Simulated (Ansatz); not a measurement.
# A thicker film of LiF (001) from five thinner ones

In a field along its normal an insulating film takes a dipole p. Written as a length, p/(ε₀AE), it should grow by 1 − 1/ε for each ångström added.

Set-up. Ansatz 0.2.0, plane waves with PAW datasets (its set soft_2), PBE; rocksalt films relaxed at a bulk in-plane lattice constant near the measured one, then held in weak fields of both signs with a dipole correction (A is the cell's area, E the outer field).

```tsv
run	distance between the outer atoms (Å)	p/(ε₀AE) (Å)
3 units	4.134	3.495
4 units	6.185	4.546
5 units	8.235	5.600
6 units	10.283	6.653
8 units	14.389	8.764
10 units	18.489	?
```

Q: Estimate the withheld value from the rows shown.

A least-squares line through the 5 rows shown has slope 0.5139 and intercept 1.3688; no row lies more than 0.002 Å off it. That slope means ε = 1/(1 − 0.5139) = 2.06. At 18.489 it gives 0.5139 × 18.489 + 1.3688 = 10.870 Å, beyond the rows fitted. Rounding and scatter of the rows alone allow about ±0.003 Å there.

The run itself gives 10.871 Å: a miss of +0.001 Å, or 0.0 % of the value. The length is met to within 1 %, though ε is more sensitive than the length: the two thickest films give ε = 2.06.

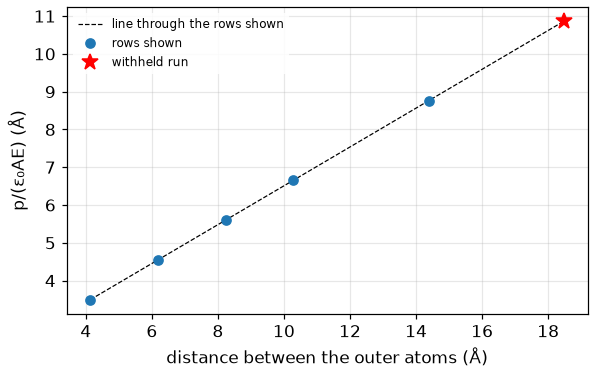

The fit and the withheld run.

**Limits.** This is the electronic response alone. A unit is one step of the cut along the normal (a plane, a pair of planes or a cell), and the layers relax along it, away from their bulk spacing where the functional's lattice constant differs from the one held.

[Logs are printed without paths, hosts, clocks, repeated set-up lines and the standing remarks that a program may print on its own settings, such as how far it seeks lower states.]
